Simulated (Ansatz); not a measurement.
**Two runs on Au**

System: Au (P2₁/m, 6 atoms in the cell).
Method of the first run: DFT PBEsol, scalar-relativistic, plane waves, PAW, no spin polarisation (Ansatz 0.2.0).

The structure derives from an entry of the Crystallography Open Database. Text and figures count atoms from 1; the logs count them from 0 in places.

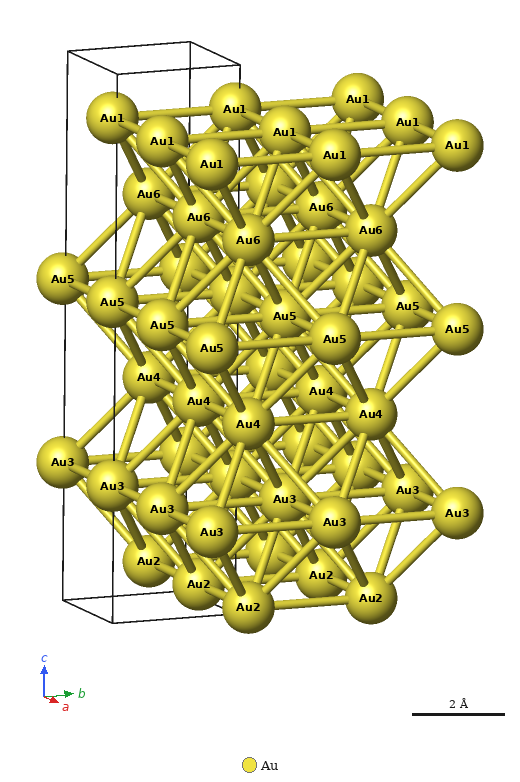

Figure 1. The structure as given in the input (ball-and-stick view of the cell of the calculation, repeated 3 × 2 × 1, seen slightly off an axis; atoms are numbered from 1 in the order of the input). An atom can appear more than once, as a periodic image. Near neighbours in the periodic cell (some may lie outside the picture): Au has 12 Au at 2.75 to 3.04 Å.

**Input, the first run**
```yaml
crystal:
  lattice:
    - [-2.0419343853, -2.0419343853, 0.0]
    - [2.0419343853, -2.0419343853, 0.0]
    - [-0.2041934385, -0.2041934385, 12.2516063121]
  atoms:
    - { symbol: Au, position: [-0.091665, 0.0, 0.91665] }
    - { symbol: Au, position: [0.4916683333, 0.5, 0.0833166667] }
    - { symbol: Au, position: [-0.0249983333, 0.0, 0.2499833333] }
    - { symbol: Au, position: [0.458335, 0.5, 0.41665] }
    - { symbol: Au, position: [-0.0583316667, 0.0, 0.5833166667] }
    - { symbol: Au, position: [0.4250016667, 0.5, 0.7499833333] }
basis:
  ecutwfc: 420
kpoints:
  mp_grid: { grid: [20, 20, 5] }
hamiltonian:
  xc: pbesol
scf:
  occupations: { method: gaussian, width: 0.15 }
output:
  forces: true
  stress: true
  eigenvalues: true
```

Launched with:
```bash
ansatz run input.yaml --threads 2 --pin off --max-ram 5120MiB --backend cpu --events-out ev --progress --plain --runs-dir out
```

Hardware: 2 threads of Arm Neoverse V2, 24 GiB of memory available, shared host.

**Output, shortened to warnings, some set-up lines, iterations and results (the first run)**
```
Basis set: ecut = 420 eV, 1993 PW (Γ), exchange–correlation on 40×40×180 points (8 copies of the dense FFT grid, shifted against one another)
Symmetry: 4 space group operations
k-points: 561 of 2000
Initial density: superposition of atomic densities (neutral atoms: chi_scale 0, normalization atom), corrected by the library's trained network
[...]
SCF iter   1: F=—  HF=-78042.568954 eV  |F-HF|=—  |Δ(HF+E_count)|=         —  Δρ=6.34e-3  dr2=3.92e-2  ethr=1.77e-3  ⟨swp⟩=5.4  Hψ=122879  notcnv=0  defer=979
SCF iter   2: F=—  HF=-78042.562644 eV  |F-HF|=—  |Δ(HF+E_count)|=   6.31e-3  Δρ=2.77e-3  dr2=7.20e-3  ethr=3.44e-5  ⟨swp⟩=2.4  Hψ=61386  notcnv=0  defer=1010
SCF iter   3: F=—  HF=-78042.560651 eV  |F-HF|=—  |Δ(HF+E_count)|=   1.99e-3  Δρ=5.77e-4  dr2=3.45e-4  ethr=6.31e-6  ⟨swp⟩=2.0  Hψ=51038  notcnv=0  defer=1010
SCF iter   4: F=—  HF=-78042.560676 eV  |F-HF|=—  |Δ(HF+E_count)|=   2.49e-5  Δρ=9.42e-5  dr2=5.05e-5  ethr=3.02e-7  ⟨swp⟩=2.9  Hψ=66555  notcnv=0  defer=1010
SCF iter   5: F=—  HF=-78042.560659 eV  |F-HF|=—  |Δ(HF+E_count)|=   1.77e-5  Δρ=3.46e-5  dr2=1.25e-5  ethr=4.43e-8  ⟨swp⟩=1.0  Hψ=35806  notcnv=0  defer=1010
SCF iter   6: F=—  HF=-78042.560658 eV  |F-HF|=—  |Δ(HF+E_count)|=   9.39e-7  Δρ=1.75e-5  dr2=4.13e-7  ethr=1.10e-8  ⟨swp⟩=1.0  Hψ=35816  notcnv=0  defer=1010
SCF iter   7: F=-78042.560658 eV  HF=-78042.560658 eV  |F-HF|=7.07e-8  |Δ(HF+E_count)|=   1.74e-8  Δρ=6.56e-6  dr2=9.06e-8  ethr=8.77e-11  ⟨swp⟩=10.2  Hψ=171740  notcnv=0
SCF 1 converged in 7 iterations: F = -78042.560658 eV  dr2 = 9.06e-8
SCF converged after 7 iterations
Free energy (F): -78042.560658 eV
Harris-Foulkes:  -78042.560658 eV  (|F-HF|=7.07e-8)
Internal energy: -78042.541054 eV  (E = F + TS)
E sigma→0 (E₀):  -78042.550856 eV
Entropy (-TS):   -0.019604 eV (-3.267 meV/atom)
Fermi energy:    20.476169 eV
--- Per-component energies (eV) ---
  E_band       = -1260.343773
  E_kinetic    = 3628.240257
  E_local      = -10240.048854  (includes V_loc(G=0)·N_el)
  E_nonlocal   = 465.737095
  E_hartree    = 4357.597780
  E_xc         = -1359.793314
  E_vxc        = -1648.052726  (∫ρ·V_xc dr)
  E_paw        = -57394.248781  (= ΣΔE_a)
  E_vpaw       = -2181.402102  (= ΣTr[D̂ρ^β])
  E_aug_tail   = 0.008559  (compensation charges beyond the density's cutoff)
  E_ewald      = -17501.890670
  E_core_change = 1.856874  (= ΣΔE_core)
  E_smearing   = -0.019604  (= −TS)
  E_closure    = 0.000000  (closes the sum)
  Σ components = -78042.560658   (vs F -78042.560658, Δ=0.00e0)
--- Forces (eV/Å), atoms counted from 1 ---
  atom   1  Au    -0.24577765    -0.24577765    -0.25945340
  atom   2  Au     0.24577765     0.24577765     0.25945340
  atom   3  Au    -0.02269952    -0.02269952     0.00916611
  atom   4  Au    -0.00054409    -0.00054409     0.00145065
  atom   5  Au     0.00054409     0.00054409    -0.00145065
  atom   6  Au     0.02269952     0.02269952    -0.00916611
  max |Σ_I F_I| component: 5.20e-17 eV/Å
--- Stress (GPa, compression-positive) ---
        0.197479      -0.302320       0.622815
       -0.302320       0.197479       0.622815
        0.622815       0.622815       0.658639
  P = ⅓ Tr σ = 0.3512 GPa (3.512 kbar)
```

For the second run the input was changed thus:
```diff
-    - [-0.2041934385, -0.2041934385, 12.2516063121]
+    - [-0.4083868771, -0.4083868771, 12.2516063121]
-    - { symbol: Au, position: [-0.091665, 0.0, 0.91665] }
-    - { symbol: Au, position: [0.4916683333, 0.5, 0.0833166667] }
-    - { symbol: Au, position: [-0.0249983333, 0.0, 0.2499833333] }
-    - { symbol: Au, position: [0.458335, 0.5, 0.41665] }
-    - { symbol: Au, position: [-0.0583316667, 0.0, 0.5833166667] }
-    - { symbol: Au, position: [0.4250016667, 0.5, 0.7499833333] }
+    - { symbol: Au, position: [-0.18333, 0.0, 0.91665] }
+    - { symbol: Au, position: [0.4833366667, 0.5, 0.0833166667] }
+    - { symbol: Au, position: [-0.0499966667, 0.0, 0.2499833333] }
+    - { symbol: Au, position: [0.41667, 0.5, 0.41665] }
+    - { symbol: Au, position: [-0.1166633333, 0.0, 0.5833166667] }
+    - { symbol: Au, position: [0.3500033333, 0.5, 0.7499833333] }
```

How does the second run compare with the first run?

With the same functional and potentials, the second run lies 22.0 meV per atom higher. The pressure goes from 0.35 to 1.60 GPa. The largest force goes from 0.434 to 1.165 eV/Å. The SCF takes 8 iterations against 7. The plane waves at Γ go from 1993 to 1995.

**Output, shortened to warnings, some set-up lines, iterations and results (the second run)**
```
Basis set: ecut = 420 eV, 1995 PW (Γ), exchange–correlation on 40×40×180 points (8 copies of the dense FFT grid, shifted against one another)
Symmetry: 4 space group operations
k-points: 561 of 2000
Initial density: superposition of atomic densities (neutral atoms: chi_scale 0, normalization atom), corrected by the library's trained network
[...]
SCF iter   1: F=—  HF=-78042.438066 eV  |F-HF|=—  |Δ(HF+E_count)|=         —  Δρ=6.54e-3  dr2=5.27e-2  ethr=1.77e-3  ⟨swp⟩=5.5  Hψ=123787  notcnv=0  defer=1018
SCF iter   2: F=—  HF=-78042.431181 eV  |F-HF|=—  |Δ(HF+E_count)|=   6.88e-3  Δρ=2.89e-3  dr2=1.36e-2  ethr=4.63e-5  ⟨swp⟩=2.2  Hψ=62254  notcnv=0  defer=1036
SCF iter   3: F=—  HF=-78042.428745 eV  |F-HF|=—  |Δ(HF+E_count)|=   2.44e-3  Δρ=6.18e-4  dr2=2.43e-3  ethr=1.19e-5  ⟨swp⟩=2.0  Hψ=45535  notcnv=0  defer=1036
SCF iter   4: F=—  HF=-78042.428632 eV  |F-HF|=—  |Δ(HF+E_count)|=   1.13e-4  Δρ=1.74e-4  dr2=4.11e-4  ethr=2.13e-6  ⟨swp⟩=1.0  Hψ=35846  notcnv=0  defer=1036
SCF iter   5: F=—  HF=-78042.428596 eV  |F-HF|=—  |Δ(HF+E_count)|=   3.61e-5  Δρ=1.00e-4  dr2=6.89e-5  ethr=3.60e-7  ⟨swp⟩=1.0  Hψ=35856  notcnv=0  defer=1036
SCF iter   6: F=—  HF=-78042.428586 eV  |F-HF|=—  |Δ(HF+E_count)|=   9.79e-6  Δρ=4.05e-5  dr2=1.32e-6  ethr=6.04e-8  ⟨swp⟩=1.1  Hψ=35901  notcnv=0  defer=1036
SCF iter   7: F=—  HF=-78042.428586 eV  |F-HF|=—  |Δ(HF+E_count)|=   1.54e-9  Δρ=9.10e-6  dr2=1.23e-7  ethr=1.16e-9  ⟨swp⟩=2.1  Hψ=67270  notcnv=0  defer=1036
SCF iter   8: F=-78042.428586 eV  HF=-78042.428586 eV  |F-HF|=6.55e-9  |Δ(HF+E_count)|=   6.97e-9  Δρ=2.07e-6  dr2=8.96e-9  ethr=8.77e-11  ⟨swp⟩=9.4  Hψ=155205  notcnv=0
SCF 1 converged in 8 iterations: F = -78042.428586 eV  dr2 = 8.96e-9
SCF converged after 8 iterations
Free energy (F): -78042.428586 eV
Harris-Foulkes:  -78042.428586 eV  (|F-HF|=6.55e-9)
Internal energy: -78042.407434 eV  (E = F + TS)
E sigma→0 (E₀):  -78042.418010 eV
Entropy (-TS):   -0.021152 eV (-3.525 meV/atom)
Fermi energy:    20.473965 eV
--- Per-component energies (eV) ---
  E_band       = -1261.686719
  E_kinetic    = 3629.205517
  E_local      = -10270.725784  (includes V_loc(G=0)·N_el)
  E_nonlocal   = 465.545487
  E_hartree    = 4372.142985
  E_xc         = -1360.170700
  E_vxc        = -1648.554894  (∫ρ·V_xc dr)
  E_paw        = -57394.255058  (= ΣΔE_a)
  E_vpaw       = -2181.450212  (= ΣTr[D̂ρ^β])
  E_aug_tail   = 0.008572  (compensation charges beyond the density's cutoff)
  E_ewald      = -17486.015329
  E_core_change = 1.856874  (= ΣΔE_core)
  E_smearing   = -0.021152  (= −TS)
  E_closure    = -0.000000  (closes the sum)
  Σ components = -78042.428586   (vs F -78042.428586, Δ=0.00e0)
--- Forces (eV/Å), atoms counted from 1 ---
  atom   1  Au    -0.44580663    -0.44580663    -0.97939375
  atom   2  Au     0.44580663     0.44580663     0.97939375
  atom   3  Au    -0.03764701    -0.03764701     0.03168403
  atom   4  Au    -0.00074336    -0.00074336     0.00561112
  atom   5  Au     0.00074336     0.00074336    -0.00561112
  atom   6  Au     0.03764701     0.03764701    -0.03168403
  max |Σ_I F_I| component: 6.94e-18 eV/Å
--- Stress (GPa, compression-positive) ---
        0.809505      -1.159326       1.062644
       -1.159326       0.809505       1.062644
        1.062644       1.062644       3.187761
  P = ⅓ Tr σ = 1.6023 GPa (16.023 kbar)
```

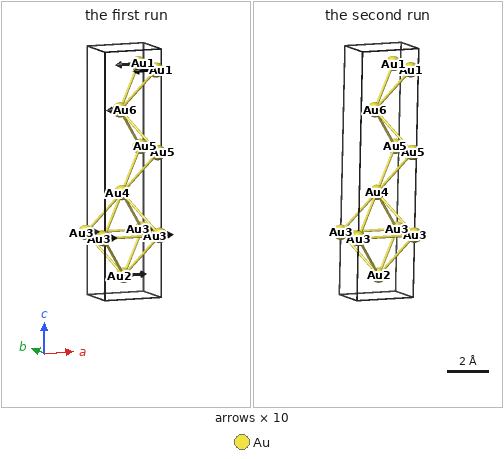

Figure 2. The two input geometries at one scale (ball-and-stick view of the cell of the calculation, seen slightly off an axis). The black arrows on the first give the shifts of the atoms relative to the cell, with their mean removed, magnified 10 times. The largest moves relative to the cell, 0.12 Å, are those of Au1 and Au2. (The mean shift of all atoms is removed.) The drawn cell changes at constant volume: a = b stay at 2.888 Å, c 12.255 → 12.265 Å (+0.1 %), β 88.6° → 87.3°. Among the contacts that change: Au1–Au2 3.042 → 3.216 Å.

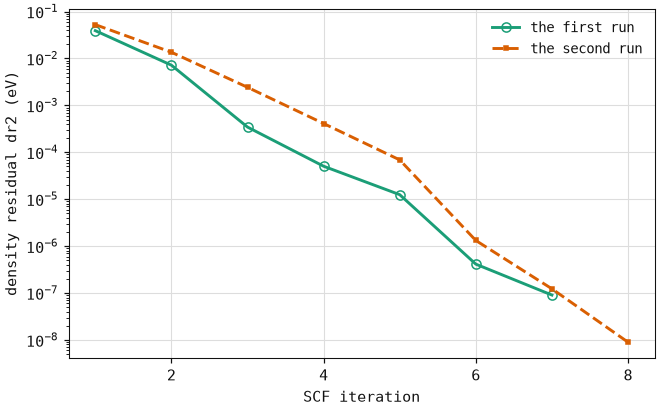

Figure 3. Convergence of the two runs: density residual dr2 against the SCF iteration. The first run takes 7 iterations in all, and the second run takes 8.

**The two runs side by side**

| quantity | the first run | the second run |
| --- | --- | --- |
| outcome | converged | converged |
| free energy per atom (eV) | −13007.0934 | −13007.0714 |
| energy per atom, smearing taken to zero (eV) | −13007.0918 | −13007.0697 |
| gap on the mesh (eV) | 0.00 | 0.00 |
| pressure (GPa) | 0.35 | 1.60 |
| largest force (eV/Å) | 0.434 | 1.165 |
| SCF iterations | 7 | 8 |
| irreducible k-points | 561 | 561 |
| plane waves at Γ | 1993 | 1995 |
| wall time (shared host) | 82 s | 85 s |

For both runs: Spin–orbit coupling is left out, which matters for Au.
